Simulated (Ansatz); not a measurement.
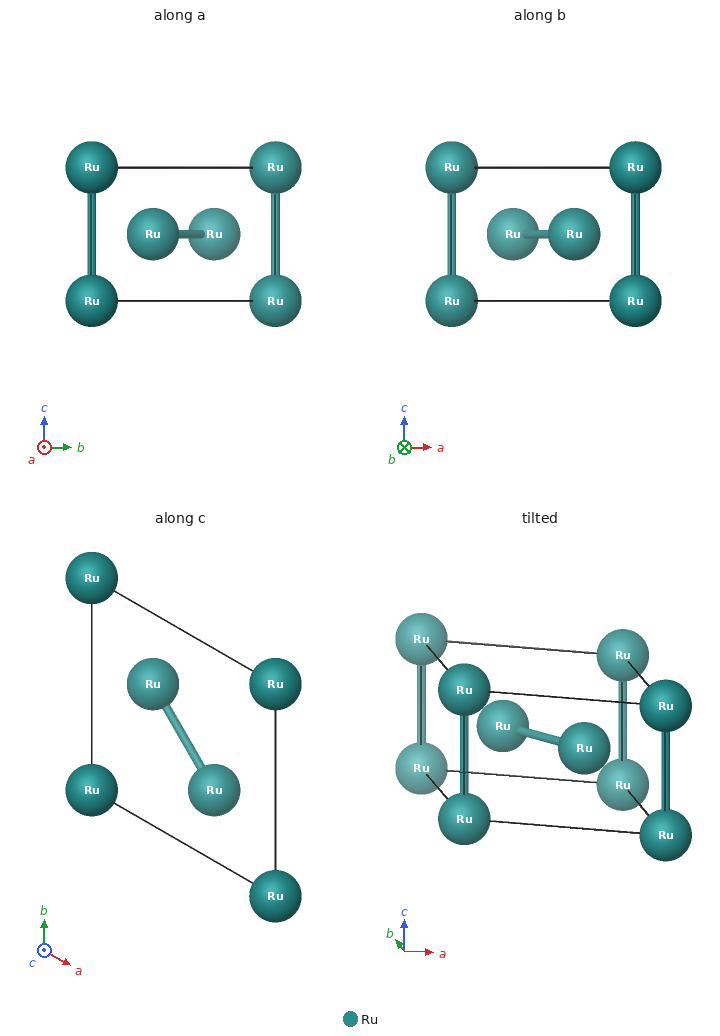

View along the a axis, along the b axis, along the c axis and slightly off an axis, drawn as a ball-and-stick model. Lines trace the edges of the conventional unit cell.

Lattice parameters: a = 4.123 Å, b = 4.123 Å, c = 2.591 Å, α = 90.00°, β = 90.00°, γ = 120.00°. Put a along x and b in the xy plane.

### Transcribe the picture into a POSCAR file.

```
Ru
1.0
     4.123    0.000    0.000
    -2.062    3.571    0.000
     0.000    0.000    2.591
Ru
3
Direct
  0.0000 0.0000 0.0000
  0.3333 0.6667 0.5000
  0.6667 0.3333 0.5000
```

The structure was taken from a structure type filled with this element by a generator (whether the element takes this form wasn't checked). Earlier steps of the study may have refined or changed the cell and positions. A calculation with Ansatz used it as input.

At this level of theory the cell isn't at rest (compressed, at 32 GPa), so its distances can differ from those at equilibrium, the more so the softer the solid.
